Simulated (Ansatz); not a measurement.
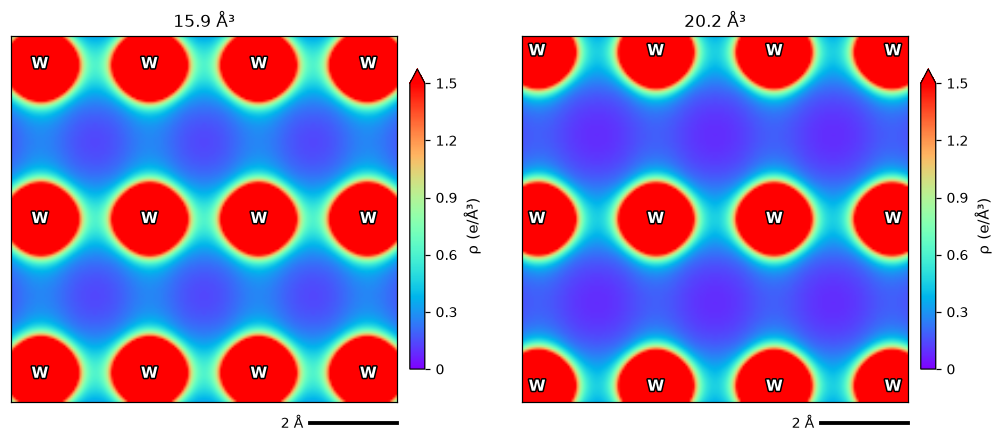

W. The valence electron density of cells scaled evenly to different volumes (given per atom above each panel), on the (011) plane of each (indices in the axes of the cell below), at one length scale and on one colour scale.

A generated structure, not necessarily the stable one.

These are results of DFT, r2SCAN, plane waves (500 eV) with PAW, scalar-relativistic (Ansatz 0.2.0), not measurements.

The largest cell:

```
W
1.0
     2.72294    0.00000    0.00000
     0.00000    2.72294    0.00000
     0.00000    0.00000    2.72294
W
1
Direct
  0.00000 0.00000 0.00000
```

| volume (Å³/atom) | W–W contact in the plane (Å) | ρ at its midpoint (e/Å³) | pressure (GPa) | 
| --- | --- | --- | --- |
| 15.86 | 2.513 | 0.613 | 36.1 | 
| 18.03 | 2.622 | ? | ? | 
| 20.19 | 2.723 | 0.458 | −20.2 | 

### What values belong in the row with question marks?

Over the known rows ln ρ falls by 1.39 per Å of W–W distance (the line through the two), which gives 0.527 e/Å³ at 2.622 Å; the calculation gives 0.526 e/Å³. For the pressure, a straight line in volume between the neighbouring rows gives 7.9 GPa; the calculation gives −0.7, lower because pressure rises ever faster on compression.
